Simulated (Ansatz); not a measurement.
System: GdN, space group Fm-3m, 4 atoms in the cell, rocksalt type.

```
Gd N
1.0
     0.00000    2.49950    2.49950
     4.99900    2.49950    2.49950
     4.99900    4.99900    0.00000
Gd N
2 2
Direct
  0.50000 0.50000 0.00000
  0.50000 0.50000 0.50000
  0.00000 0.00000 0.00000
  0.00000 0.00000 0.50000
```

Computed with Ansatz 0.2.0: DFT LDA+U, spin-orbit coupling, plane waves, PAW, Ueff = 8 eV on Gd atom 1 f; Ueff = 8 eV on Gd atom 3 f, 7×7×7 k mesh, 420 eV cutoff, Gaussian smearing of 0.05 eV.

How will the Gd f shell be filled?

Counting eigenvalues over 0.6 as filled, Gd has 7 filled f states (f⁷); the eigenvalues sum to 7.0.

The run is magnetic, with moments that cancel, so time reversal doesn't pair the spinor levels. Start of the run: random orbitals: harmonics, high filling. Such runs often end in metastable states, so this need not be the lowest one. The cell is at −9 GPa in this functional.

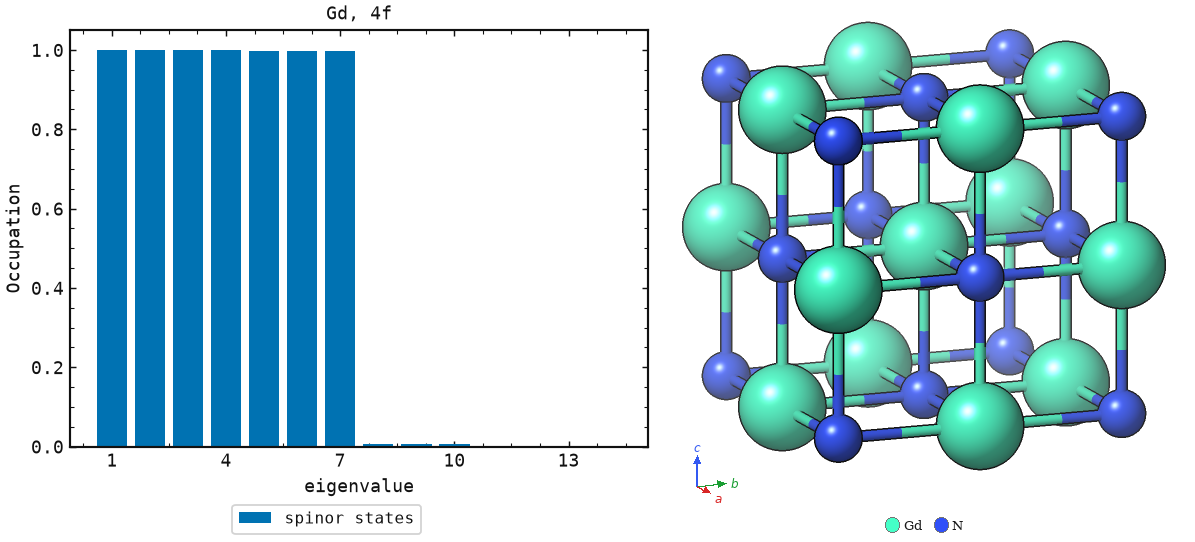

Eigenvalues of the local occupation matrix of the f shell (Löwdin-orthogonalised atomic projectors). The structure is drawn too.
